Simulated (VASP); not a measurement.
**Geometry relaxation of MoSi2 (part 3 of 3)**

The same run, continued: MoSi2 (I4/mmm, 3 atoms in the cell); Kohn-Sham DFT of a periodic cell, LDA, VASP PAW LDA potentials, recommended, no spin polarisation (VASP 6.6.1); cutoff 350 eV, 10×10×10 k-mesh, Gaussian smearing of 0.1 eV. The structure derives from an entry of the Crystallography Open Database.

Geometry of the input (Å; fractional positions):
```
-1.6000  1.6000  3.9305
1.6000  -1.6000  3.9305
1.6000  1.6000  -3.9305
Si 0.3330  0.3330  0.0000
Si 0.6670  0.6670  0.0000
Mo 0.0000  0.0000  0.0000
```

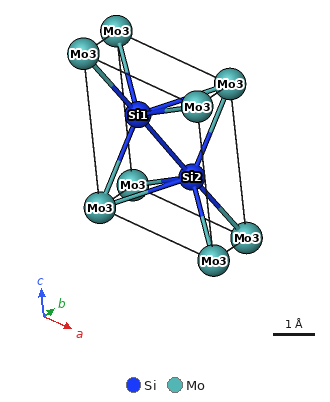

Figure 1. The geometry at step 4 of the log (ball-and-stick view of the reduced cell, seen slightly off an axis; atoms are numbered from 1 in the order of the input).

Parts of OUTCAR, continued
```
  FORCE on cell =-STRESS in cart. coord.  units (eV):
  Direction    XX          YY          ZZ          XY          YZ          ZX
  --------------------------------------------------------------------------------------
  -------------------------------------------------------------------------------------
  Total        0.0336080      0.0336080      0.0446332      0.0000000      0.0000000      0.0000000
  in kB        1.3745695      1.3745695      1.8254997      0.0000000      0.0000000      0.0000000
  external PRESSURE =       1.5248795 kB  Pullay stress =       0.0000000 kB

 VOLUME and BASIS-vectors are now :
 -----------------------------------------------------------------------------
  energy-cutoff  :      350.00
  volume of cell :       39.17
      direct lattice vectors                 reciprocal lattice vectors
    -1.587205556  1.587205556  3.887409308     0.000000000  0.315019059  0.128620364
     1.587205556 -1.587205556  3.887409308     0.315019059  0.000000000  0.128620364
     1.587205556  1.587205556 -3.887409308     0.315019059  0.315019059  0.000000000

 POSITION                                       TOTAL-FORCE (eV/Angst)
 -----------------------------------------------------------------------------------
      0.00000      0.00000      2.60549         0.000000      0.000000      0.030242
      0.00000      0.00000      5.16933         0.000000      0.000000     -0.030242
      0.00000      0.00000      0.00000        -0.000000     -0.000000      0.000000
 -----------------------------------------------------------------------------------
    total drift:                                0.000000      0.000000     -0.000000

  FREE ENERGIE OF THE ION-ELECTRON SYSTEM (eV)
  ---------------------------------------------------
  free  energy   TOTEN  =       -25.8167663462 eV

  energy  without entropy=      -25.8150535535  energy(sigma->0) =      -25.81590995

--------------------------------------- Ionic step        6  -------------------------------------------

 number of electron      22.0000000 magnetization

------------------------ aborting loop because EDIFF is reached ----------------------------------------

  FORCE on cell =-STRESS in cart. coord.  units (eV):
  Direction    XX          YY          ZZ          XY          YZ          ZX
  --------------------------------------------------------------------------------------
  -------------------------------------------------------------------------------------
  Total        0.0232022      0.0232022      0.0328906      0.0000000      0.0000000      0.0000000
  in kB        0.9486334      0.9486334      1.3447477      0.0000000      0.0000000      0.0000000
  external PRESSURE =       1.0806715 kB  Pullay stress =       0.0000000 kB

 VOLUME and BASIS-vectors are now :
 -----------------------------------------------------------------------------
  energy-cutoff  :      350.00
  volume of cell :       39.19
      direct lattice vectors                 reciprocal lattice vectors
    -1.587381903  1.587381903  3.887931195     0.000000000  0.314984062  0.128603099
     1.587381903 -1.587381903  3.887931195     0.314984062  0.000000000  0.128603099
     1.587381903  1.587381903 -3.887931195     0.314984062  0.314984062  0.000000000

 POSITION                                       TOTAL-FORCE (eV/Angst)
 -----------------------------------------------------------------------------------
      1.58738      1.58738     -1.28038         0.000000      0.000000     -0.002500
      0.00000      0.00000      5.16831        -0.000000     -0.000000      0.002500
      0.00000      0.00000      0.00000        -0.000000     -0.000000      0.000000
 -----------------------------------------------------------------------------------
    total drift:                               -0.000000      0.000000     -0.000000

  FREE ENERGIE OF THE ION-ELECTRON SYSTEM (eV)
  ---------------------------------------------------
  free  energy   TOTEN  =       -25.8168254638 eV

  energy  without entropy=      -25.8151789192  energy(sigma->0) =      -25.81600219

--------------------------------------- Ionic step        7  -------------------------------------------

 number of electron      22.0000000 magnetization

------------------------ aborting loop because EDIFF is reached ----------------------------------------

  FORCE on cell =-STRESS in cart. coord.  units (eV):
  Direction    XX          YY          ZZ          XY          YZ          ZX
  --------------------------------------------------------------------------------------
  -------------------------------------------------------------------------------------
  Total       -0.0362710     -0.0362710     -0.0493332      0.0000000      0.0000000      0.0000000
  in kB       -1.4812734     -1.4812734     -2.0147195      0.0000000      0.0000000      0.0000000
  external PRESSURE =      -1.6590888 kB  Pullay stress =       0.0000000 kB

 VOLUME and BASIS-vectors are now :
 -----------------------------------------------------------------------------
  energy-cutoff  :      350.00
  volume of cell :       39.23
      direct lattice vectors                 reciprocal lattice vectors
    -1.587909707  1.587909707  3.889769472     0.000000000  0.314879365  0.128542322
     1.587909707 -1.587909707  3.889769472     0.314879365  0.000000000  0.128542322
     1.587909707  1.587909707 -3.889769472     0.314879365  0.314879365  0.000000000

 POSITION                                       TOTAL-FORCE (eV/Angst)
 -----------------------------------------------------------------------------------
      0.00000      0.00000      2.60857         0.000000      0.000000      0.004786
      0.00000      0.00000      5.17097         0.000000      0.000000     -0.004786
      0.00000      0.00000      0.00000        -0.000000     -0.000000      0.000000
 -----------------------------------------------------------------------------------
    total drift:                               -0.000000     -0.000000      0.000000

  FREE ENERGIE OF THE ION-ELECTRON SYSTEM (eV)
  ---------------------------------------------------
  free  energy   TOTEN  =       -25.8168169332 eV

  energy  without entropy=      -25.8151583319  energy(sigma->0) =      -25.81598763

--------------------------------------- Ionic step        8  -------------------------------------------

 number of electron      22.0000000 magnetization

 Free energy of the ion-electron system (eV)
  ---------------------------------------------------
  ext. energy  EPLUGINS =         0.00000000
  ---------------------------------------------------
  free energy    TOTEN  =       -25.81683171 eV

  energy without entropy =      -25.81518050  energy(sigma->0) =      -25.81600610

 E-fermi :  12.5328     XC(G=0): -12.6744     alpha+bet :-20.2901

 val. band max:       12.4817145789   @ k =  -0.2000  -0.3000   0.2000
 cond. band min:      12.5812503404   @ k =   0.5000   0.5000   0.3000
 fundamental gap:      0.0995357615
 Fermi energy:        12.5327731681

 k-point     1 :       0.0000    0.0000    0.0000
  band No.  band energies     occupation
      1     -47.7367      2.00000
      2     -22.1075      2.00000
      3     -22.0099      2.00000
      4     -22.0099      2.00000
      5      -0.9726      2.00000
      6       6.0511      2.00000
      7       9.2242      2.00000
      8       9.3820      2.00000
      9       9.9097      2.00000
     10       9.9097      2.00000
     11      12.9717      0.00000
     12      15.7739      0.00000
     13      15.8722      0.00000
     14      16.1612      0.00000
     15      16.1612      0.00000

 k-point     2 :       0.1000    0.0000   -0.0000
  band No.  band energies     occupation
      1     -47.7347      2.00000
      2     -22.1056      2.00000
      3     -22.0381      2.00000
      4     -22.0075      2.00000
      5      -0.7866      2.00000
      6       6.0696      2.00000
      7       8.5665      2.00000
      8       9.4024      2.00000
      9      10.0317      2.00000
     10      10.2595      2.00000
     11      12.4420      1.80063
     12      15.1845      0.00000
     13      15.4372      0.00000
     14      16.2189      0.00000
     15      16.6910      0.00000

 k-point     3 :       0.2000    0.0000   -0.0000
  band No.  band energies     occupation
      1     -47.7293      2.00000
      2     -22.1117      2.00000
      3     -22.0998      2.00000
      4     -22.0008      2.00000
      5      -0.2433      2.00000
      6       5.9802      2.00000
      7       7.7061      2.00000
      8       9.3053      2.00000
      9      10.3586      2.00000
     10      10.4631      2.00000
     11      11.5656      2.00000
     12      14.3247      0.00000
     13      14.8622      0.00000
     14      16.9460      0.00000
     15      16.9769      0.00000

 k-point     4 :       0.3000    0.0000   -0.0000
  band No.  band energies     occupation
      1     -47.7226      2.00000
      2     -22.2008      2.00000
      3     -22.0936      2.00000
      4     -21.9925      2.00000
      5       0.6146      2.00000
      6       5.3462      2.00000
      7       7.4003      2.00000
      8       8.8175      2.00000
      9      10.3589      2.00000
     10      10.4671      2.00000
     11      11.2466      2.00000
     12      14.1448      0.00000
     13      15.0720      0.00000
     14      16.6430      0.00000
     15      17.1607      0.00000

 k-point     5 :       0.4000    0.0000    0.0000
  band No.  band energies     occupation
      1     -47.7173      2.00000
      2     -22.2717      2.00000
      3     -22.0884      2.00000
      4     -21.9859      2.00000
      5       1.7188      2.00000
      6       4.2410      2.00000
      7       7.4946      2.00000
      8       8.2487      2.00000
      9      10.0817      2.00000
     10      10.0882      2.00000
     11      11.7530      2.00000
     12      14.5727      0.00000
     13      15.9177      0.00000
     14      16.0670      0.00000
     15      17.1724      0.00000

 [... the levels of 18 k-points are left out ...]

 k-point    24 :       0.4000    0.3000    0.0000
  band No.  band energies     occupation
      1     -47.7037      2.00000
      2     -22.2429      2.00000
      3     -22.1647      2.00000
      4     -22.0704      2.00000
      5       3.1321      2.00000
      6       4.1918      2.00000
      7       6.7874      2.00000
      8       8.6618      2.00000
      9       9.5491      2.00000
     10      10.2949      2.00000
     11      10.6514      2.00000
     12      13.1555      0.00000
     13      14.1043      0.00000
     14      16.0325      0.00000
     15      17.6531      0.00000

 [... further k-points ...]

------------------------ aborting loop because EDIFF is reached ----------------------------------------

  FORCE on cell =-STRESS in cart. coord.  units (eV):
  Direction    XX          YY          ZZ          XY          YZ          ZX
  --------------------------------------------------------------------------------------
  -------------------------------------------------------------------------------------
  Total       -0.0023264     -0.0023264     -0.0022351      0.0000000      0.0000000      0.0000000
  in kB       -0.0950716     -0.0950716     -0.0913425      0.0000000      0.0000000      0.0000000
  external PRESSURE =      -0.0938286 kB  Pullay stress =       0.0000000 kB

 VOLUME and BASIS-vectors are now :
 -----------------------------------------------------------------------------
  energy-cutoff  :      350.00
  volume of cell :       39.20
      direct lattice vectors                 reciprocal lattice vectors
    -1.587589331  1.587589331  3.888653643     0.000000000  0.314942908  0.128579207
     1.587589331 -1.587589331  3.888653643     0.314942908  0.000000000  0.128579207
     1.587589331  1.587589331 -3.888653643     0.314942908  0.314942908  0.000000000

 POSITION                                       TOTAL-FORCE (eV/Angst)
 -----------------------------------------------------------------------------------
      1.58759      1.58759     -1.28070         0.000000      0.000000      0.000356
      0.00000      0.00000      5.16935        -0.000000     -0.000000     -0.000356
      0.00000      0.00000      0.00000        -0.000000     -0.000000     -0.000000
 -----------------------------------------------------------------------------------
    total drift:                               -0.000000     -0.000000      0.000000

  FREE ENERGIE OF THE ION-ELECTRON SYSTEM (eV)
  ---------------------------------------------------
  free  energy   TOTEN  =       -25.8168317101 eV

  energy  without entropy=      -25.8151804952  energy(sigma->0) =      -25.81600610

 reached required accuracy - stopping structural energy minimisation
```

CONTCAR
```
Si2Mo
   1.00000000000000
    -1.5875893312020659    1.5875893312020659    3.8886536427311751
     1.5875893312020659   -1.5875893312020659    3.8886536427311751
     1.5875893312020659    1.5875893312020659   -3.8886536427311751
  Si              Mo
     2     1
Direct
     0.3353286071261753    0.3353286071261753    1.0000000000000000
     0.6646713928738245    0.6646713928738245    0.0000000000000000
     0.0000000000000000    0.0000000000000000    0.0000000000000000

  0.00000000E+00  0.00000000E+00  0.00000000E+00
  0.00000000E+00  0.00000000E+00  0.00000000E+00
  0.00000000E+00  0.00000000E+00  0.00000000E+00
```

Trajectory as extended XYZ (Å, eV, eV/Å), 8 frames, from step=0 to step=7
```
3
Lattice="-1.6000 1.6000 3.9305 1.6000 -1.6000 3.9305 1.6000 1.6000 -3.9305" Properties=species:S:1:pos:R:3:forces:R:3 step=0 energy=-25.78879
Si    0.0000    0.0000    2.6177    0.0000   0.0000   0.3838
Si    0.0000    0.0000    5.2433    0.0000   0.0000  -0.3838
Mo    0.0000    0.0000    0.0000    0.0000   0.0000   0.0000
3
Lattice="-1.5650 1.5650 3.8136 1.5650 -1.5650 3.8136 1.5650 1.5650 -3.8136" Properties=species:S:1:pos:R:3:forces:R:3 step=1 energy=-25.74641
Si    1.5650    1.5650   -1.2558    0.0000   0.0000  -0.1319
Si    0.0000    0.0000    5.0694    0.0000   0.0000   0.1319
Mo    0.0000    0.0000    0.0000    0.0000   0.0000   0.0000
3
Lattice="-1.5865 1.5865 3.8854 1.5865 -1.5865 3.8854 1.5865 1.5865 -3.8854" Properties=species:S:1:pos:R:3:forces:R:3 step=2 energy=-25.81428
Si    0.0000    0.0000    2.5944    0.0000   0.0000   0.2153
Si    0.0000    0.0000    5.1764    0.0000   0.0000  -0.2153
Mo    0.0000    0.0000    0.0000    0.0000   0.0000   0.0000
3
Lattice="-1.5862 1.5862 3.8845 1.5862 -1.5862 3.8845 1.5862 1.5862 -3.8845" Properties=species:S:1:pos:R:3:forces:R:3 step=3 energy=-25.81429
Si    1.5862    1.5862   -1.2906    0.0000   0.0000   0.2114
Si    0.0000    0.0000    5.1750    0.0000   0.0000  -0.2114
Mo    0.0000    0.0000    0.0000    0.0000   0.0000   0.0000
3
Lattice="-1.5872 1.5872 3.8874 1.5872 -1.5872 3.8874 1.5872 1.5872 -3.8874" Properties=species:S:1:pos:R:3:forces:R:3 step=4 energy=-25.81677
Si    0.0000    0.0000    2.6055    0.0000   0.0000   0.0302
Si    0.0000    0.0000    5.1693    0.0000   0.0000  -0.0302
Mo    0.0000    0.0000    0.0000    0.0000   0.0000   0.0000
3
Lattice="-1.5874 1.5874 3.8879 1.5874 -1.5874 3.8879 1.5874 1.5874 -3.8879" Properties=species:S:1:pos:R:3:forces:R:3 step=5 energy=-25.81683
Si    1.5874    1.5874   -1.2804    0.0000   0.0000  -0.0025
Si    0.0000    0.0000    5.1683    0.0000   0.0000   0.0025
Mo    0.0000    0.0000    0.0000    0.0000   0.0000   0.0000
3
Lattice="-1.5879 1.5879 3.8898 1.5879 -1.5879 3.8898 1.5879 1.5879 -3.8898" Properties=species:S:1:pos:R:3:forces:R:3 step=6 energy=-25.81682
Si    0.0000    0.0000    2.6086    0.0000   0.0000   0.0048
Si    0.0000    0.0000    5.1710    0.0000   0.0000  -0.0048
Mo    0.0000    0.0000    0.0000    0.0000   0.0000   0.0000
3
Lattice="-1.5876 1.5876 3.8887 1.5876 -1.5876 3.8887 1.5876 1.5876 -3.8887" Properties=species:S:1:pos:R:3:forces:R:3 step=7 energy=-25.81683
Si    1.5876    1.5876   -1.2807    0.0000   0.0000   0.0004
Si    0.0000    0.0000    5.1694    0.0000   0.0000  -0.0004
Mo    0.0000    0.0000    0.0000    0.0000   0.0000   0.0000
```
